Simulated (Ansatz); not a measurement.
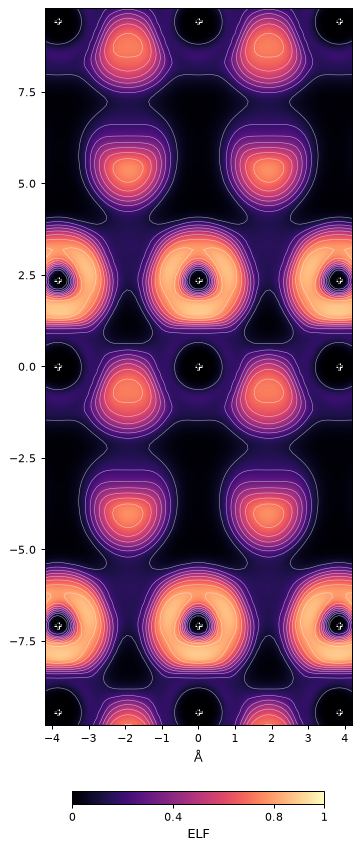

The electron localisation function on a plane through atoms (crosses mark nuclei in the plane).

The calculation used Ansatz 0.2.0, DFT PBE, scalar-relativistic, plane waves, PAW.

Candidates:
A. ZnS, a = 3.85 Å, b = 3.85 Å, c = 18.87 Å, α = 90.00°, β = 90.00°, γ = 120.00°. Space group P6₃mc.
B. Bi₂Se₃, a = 4.19 Å, b = 4.19 Å, c = 31.30 Å, α = 90.00°, β = 90.00°, γ = 120.00°. Space group R-3m.

> Which candidate gave the map?

Candidate A: ZnS on the (010) plane of the conventional cell, which holds Zn and S. Zn–S (2.36 Å): the ELF peaks at about 0.90 in the valence shell of S, 0.9 Å from its nucleus, and is about 0.55 at the midpoint.
